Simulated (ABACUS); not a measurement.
## Energy of Li along an even scaling of the cell

System: Li (Im-3m, 1 atom in the cell).
Method: Kohn-Sham DFT of a periodic cell, PBE, PseudoDojo NC SR 0.4.1 PBE standard, no spin polarisation (ABACUS 3.10.1).

The 7 runs differ only in the geometry, by an even scaling of the cell at fixed fractional positions. The structure derives from an entry of the Crystallography Open Database.

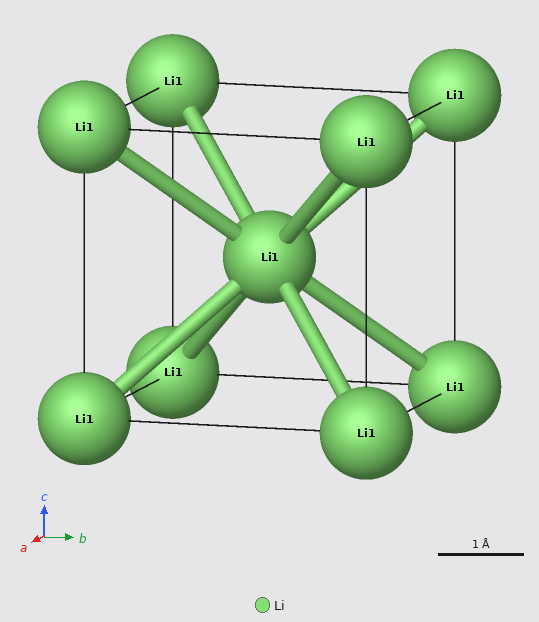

Figure 1. The structure of run 4 (ball-and-stick view of the cell 2 times as large as that of the calculation, set on its symmetry axes, seen slightly off an axis; atoms are numbered from 1 in the order of the input).

### The input of run 4
```
INPUT_PARAMETERS
suffix              Li
calculation         scf
basis_type          lcao
pseudo_dir          ./
orbital_dir         ./
symmetry            1
dft_functional      pbe
ecutwfc             100
pseudo_rcut         10
nspin               1
nbands              6
ks_solver           genelpa
smearing_method     fd
smearing_sigma      0.00367493
scf_thr             1e-07
scf_nmax            100
mixing_type         broyden
mixing_beta         0.7
cal_force           1
cal_stress          1
out_mul             1
out_chg             1
out_pot             2
out_elf             1
```

### File STRU of run 4
```
ATOMIC_SPECIES
Li 6.9400 Li.upf

NUMERICAL_ORBITAL
Li_confined-atom_8au_3s1p.orb

LATTICE_CONSTANT
1.8897261246

LATTICE_VECTORS
-1.7546500000 1.7546500000 1.7546500000
1.7546500000 -1.7546500000 1.7546500000
1.7546500000 1.7546500000 -1.7546500000

ATOMIC_POSITIONS
Direct

Li
0.0
1
0.0000000000 0.0000000000 0.0000000000 1 1 1
```

### File KPT of run 4
```
K_POINTS
0
Gamma
11 11 11 0 0 0
```

Command:
```bash
OMP_NUM_THREADS=1 mpirun -np 4 abacus > log
```

Lattice vectors (Å) and fractional positions of run 4:
```
  -1.754650    1.754650    1.754650
   1.754650   -1.754650    1.754650
   1.754650    1.754650   -1.754650
Li  0.000000  0.000000  0.000000
```

Run 6 differs from it as follows:
```diff
-out_chg             1
-out_pot             2
-out_elf             1
--1.7546500000 1.7546500000 1.7546500000
-1.7546500000 -1.7546500000 1.7546500000
-1.7546500000 1.7546500000 -1.7546500000
+-1.7777401479 1.7777401479 1.7777401479
+1.7777401479 -1.7777401479 1.7777401479
+1.7777401479 1.7777401479 -1.7777401479
```

### Results, with one run withheld

| run | volume per atom (Å³) | free energy per atom, from the lowest run given (meV) | pressure (GPa) |
| --- | --- | --- | --- |
| 1 | 20.312 | 0.00 | 0.13 |
| 2 | 20.744 | 0.07 | −0.17 |
| 3 | 21.177 | 0.91 | −0.44 |
| 4 | 21.609 | 2.42 | −0.69 |
| 5 | 22.041 | 4.60 | −0.92 |
| 6 | 22.473 | ? | ? |
| 7 | 22.905 | 10.73 | −1.33 |

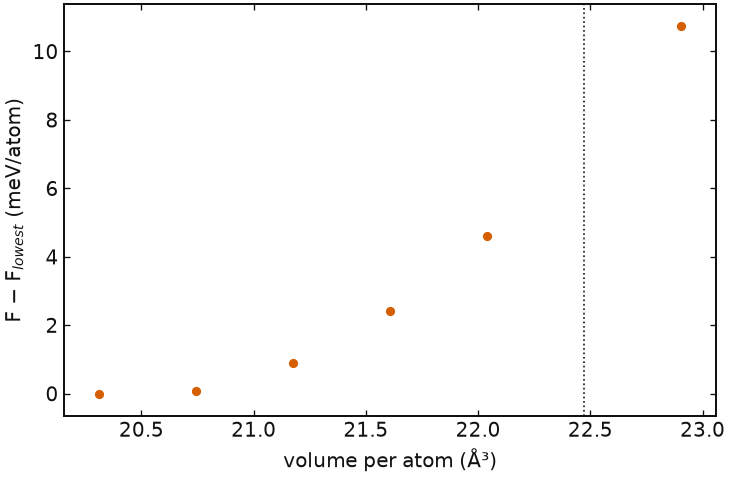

Figure 2. Free energy per atom of the runs given; the dotted line marks run 6.

Fit the runs given and predict run 6.

A cubic polynomial in V^(−2/3) (the Birch–Murnaghan form), fitted to the 6 runs given, misses them by at most 0.01 meV per atom. With x = V^(−2/3) − 0.12959 Å⁻², it reads F = 1.7341 − 914.16 x + 1.1923e+05 x² − 7.5752e+05 x³ (meV per atom). At run 6 it gives 7.38 meV per atom, and the run itself gives 7.39. The slope of the fit gives a pressure −dF/dV of −1.14 GPa there, and the run prints −1.14 GPa. The fit has its minimum at 20.484 Å³ per atom, where V d²F/dV² gives 13.7 GPa: the bulk modulus at this level, since symmetry fixes the shape and the positions.

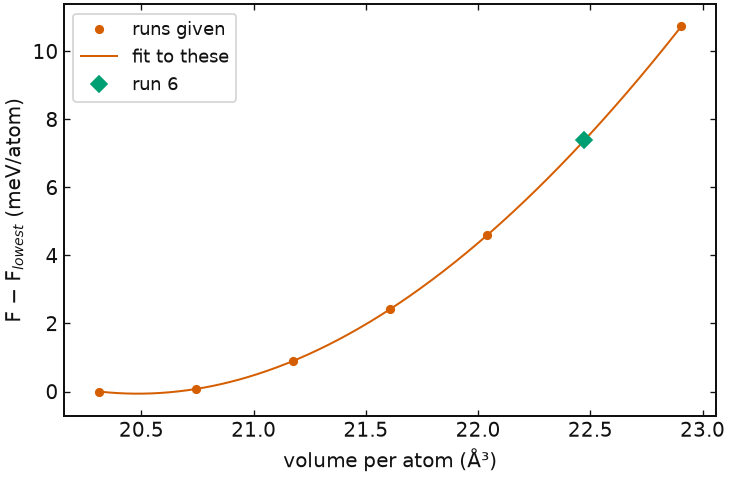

Figure 3. The fit and the withheld run.

### Some lines of the output (run 6)
```
[...]
                          Volume (Bohr^3) = 151.657
                             Volume (A^3) = 22.4732
 E_Fermi        0.0542562668         0.7381943804
 E_Fermi        0.0533449085         0.7257947145
 E_Fermi        0.0529012909         0.7197589884
 E_Fermi        0.0527973857         0.7183452844
 E_Fermi        0.0527973946         0.7183454067
 E_Fermi        0.0527974637         0.7183463456
 E_KS(sigma->0) -14.4058416503       -196.0015309299
 E_Fermi        0.0527974528         0.7183461978
 final etot is -196.00321573 eV
 EFERMI = 0.71834619781 eV
 TOTAL-PRESSURE: -11.351163 KBAR
 !FINAL_ETOT_IS -196.0032157320002284 eV
```

Notes: Points of doubt noted for this run: home made orbitals.
